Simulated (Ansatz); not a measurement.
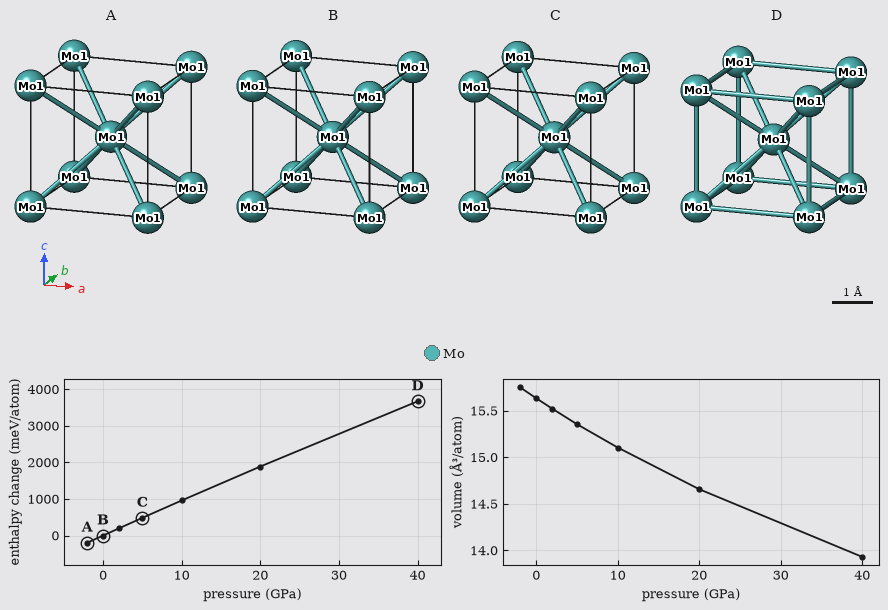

Members of a series of calculations on crystalline Mo (set up in Im-3m), marked on the first curve. The picture is a ball-and-stick view of the conventional cell (2 times the calculation's cell), seen slightly off an axis. Lengths and directions refer to the drawn axes.

The calculation used DFT r2SCAN, scalar-relativistic, plane waves, PAW in Ansatz. Set-up: plane-wave cutoff 500 eV; k-point mesh 18 × 18 × 18; occupations gaussian; smearing width 0.1 eV; no spin polarisation.

> Describe the series.

The structure is relaxed at several pressures. A (pressure −2.0 GPa): enthalpy change −196 meV/atom, volume 15.75 Å³ per atom. B (pressure 0.0 GPa): enthalpy change 0.0 meV/atom, volume 15.63 Å³ per atom. C (pressure 5.0 GPa): enthalpy change 483 meV/atom, volume 15.36 Å³ per atom. D (pressure 40.0 GPa): enthalpy change 3669 meV/atom, volume 13.93 Å³ per atom. The rest compares A with D. Cell: a = b = c 3.158 → 3.032 Å (−4.0 %). Volume −11.6 %. Near-neighbour distances before and after: Mo–Mo 3.158 → 3.032 Å, Mo–Mo 2.735 → 2.625 Å.
